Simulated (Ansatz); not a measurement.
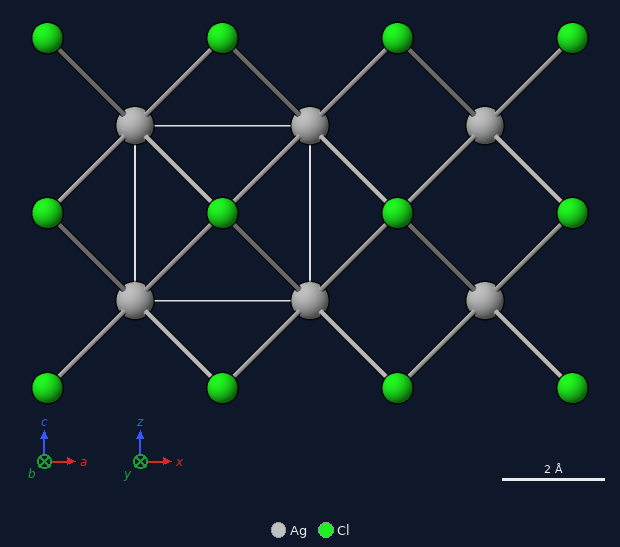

A crystal of AgCl (Pm-3m): the cell is strained along z alone, with the atoms kept at their fractional coordinates. x, y and z are the Cartesian axes of the input. The picture shows the reference cell. A ball-and-stick model of the cell of the calculation, repeated 2 × 3 × 1 with one cell outlined, seen along the b axis.

Method: DFT PBEsol, scalar-relativistic, plane waves, PAW in Ansatz 0.2.0. Set-up: plane-wave cutoff 420 eV; k-point mesh 10 × 10 × 10; occupations gaussian; smearing width 0.05 eV; no spin polarisation. Energies (free energies at the smearing named) are counted from the cell as listed in its source, which wasn't relaxed.

The input:
```yaml
crystal:
  lattice:
    - [3.433973, 0.0, 0.0]
    - [0.0, 3.433973, 0.0]
    - [0.0, 0.0, 3.433973]
  atoms:
    - { symbol: Ag, position: [0.0, 0.0, 0.0] }
    - { symbol: Cl, position: [0.5, 0.5, 0.5] }
basis:
  ecutwfc: 420
kpoints:
  mp_grid: { grid: [10, 10, 10] }
hamiltonian:
  xc: pbesol
scf:
  occupations: { method: gaussian, width: 0.05 }
output:
  forces: true
  stress: true
  eigenvalues: true
```

> What energies does the calculation give (the strain: −0.1500, −0.1125, −0.0750, −0.0375, 0.0000, 0.0375, 0.0750, 0.1125, 0.1312, 0.1500)?

| strain | energy change (meV/atom) |
| --- | --- |
| −0.1500 | 66.8 |
| −0.1125 | 10.3 |
| −0.0750 | −13.8 |
| −0.0375 | −15.1 |
| 0.0000 | 0.0 |
| 0.0375 | 27.4 |
| 0.0750 | 64.5 |
| 0.1125 | 109.5 |
| 0.1312 | 134.4 |
| 0.1500 | 160.9 |

The lowest computed point lies at the strain −0.0375 (−15.1 meV/atom). The unrelaxed reference is under a pressure of −4.6 GPa, which tilts the curve. The distortion takes the space group from Pm-3m to P4/mmm. At the strain −0.15 the cell of the drawing goes c 3.434 → 2.919 Å. The band gap on the mesh, 0.41 eV in the reference, closes at −0.15.

The computed profile:

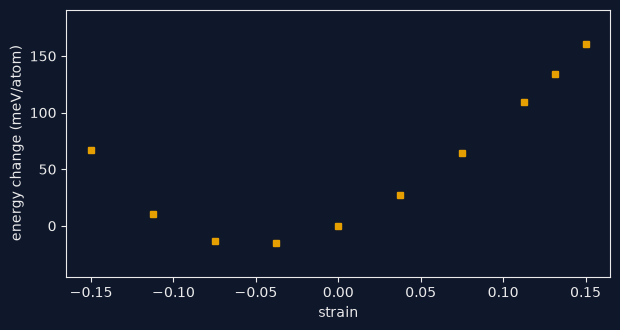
